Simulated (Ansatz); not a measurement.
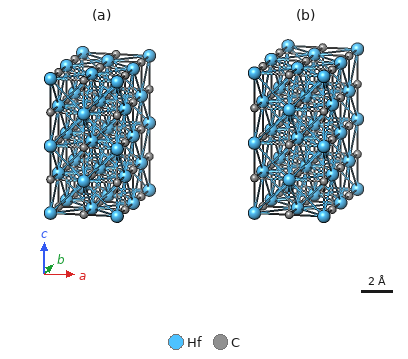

The structure of a crystal of HfC (a generated structure, set up in Fm-3m) before (left) and after (right) a relaxation, at one scale.

A ball-and-stick model of the conventional cell (4 times the calculation's cell), repeated 1 × 2 × 2 with one cell outlined, seen slightly off an axis. Lengths and directions refer to the drawn axes.

Case: cell and atoms relaxed from a first guess.

Method: Ansatz, DFT, PBE, PAW with Ansatz's default frozen-core files, scalar-relativistic.

The input:
```yaml
crystal:
  lattice:
    - [0.0, 2.2322827293, 2.2322827293]
    - [2.2322827293, 0.0, 2.2322827293]
    - [2.2322827293, 2.2322827293, 0.0]
  atoms:
    - { symbol: Hf, position: [0.0, 0.0, 0.0] }
    - { symbol: C, position: [0.5, 0.5, 0.5] }
kpoints:
  mp_grid: { grid: [16, 16, 16] }
scf:
  occupations: { method: fermi_dirac, width: 0.05 }
hamiltonian:
  xc: pbe
  pseudopotentials: { kind: paw }
output:
  forces: true
  stress: true
relax:
  f_tol: 0.005
  max_steps: 80
  cell: {}
```

### What changed between the two?

Over 4 accepted moves (6 points after the start) the energy falls by 150 meV per atom. All forces vanish by symmetry, so only the cell relaxes. Pressure: 36.57 GPa at the start and 0.00 GPa at the end. The SCF was repeated twice at an unchanged geometry on a basis and grid sized afresh for the cell, which shifted the energy by 4.1 meV per atom at most. No atom moves by more than 0.005 Å relative to the cell. The drawn cell changes as follows: a = b = c 4.465 → 4.651 Å (+4.2 %); the volume changes by +13.1 %. Some distances before and after: Hf1–Hf1 3.157 → 3.289 Å, Hf1–C2 2.232 → 2.326 Å. The space group stays Fm-3m (No. 225).
